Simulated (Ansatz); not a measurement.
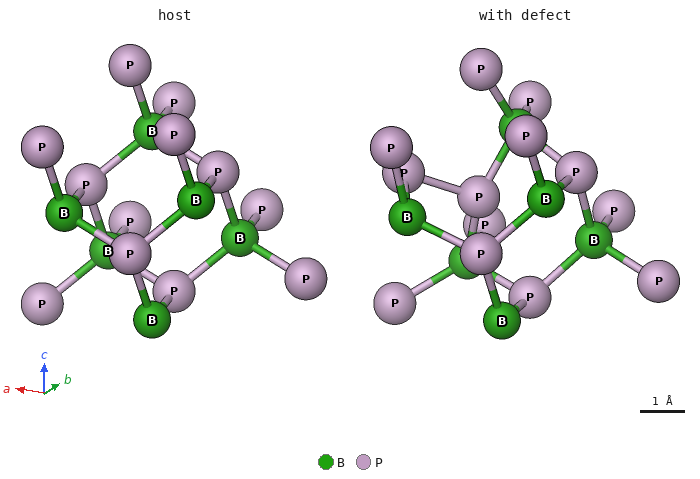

Left: perfect BP. Right: the same region with one point defect, after relaxing the atoms in a supercell of 32 sites. A ball-and-stick model of the atoms within 3.8 Å of one point, seen from a free direction.

All numbers below come from Ansatz, DFT PBE, scalar-relativistic, plane waves, PAW. (plane-wave cutoff 420 eV; k-point mesh 2 × 2 × 2; occupations gaussian; smearing width 0.01 eV; mesh shifted by (0.5, 0.5, 0.5); no spin polarisation) The cell is small and the k-mesh coarse, so the numbers are rough. A uniform background neutralises the charged cell. The axes drawn are those of the host's conventional cell.

### What kind of defect was made?

An extra phosphorus atom is put between the host's atoms (an interstitial).

The charge state of the cell is +1.

### What does the relaxation do around it?

The P atom starts with 4 P at 1.97 Å, 6 B at 2.27 Å around its place and ends with 2 B at 1.86 to 1.88 Å, 1 P at 1.97 Å. Of the host's atoms, a boron atom moves furthest from its site, by 0.35 Å. The P atom itself moves 0.25 Å from where it was put.
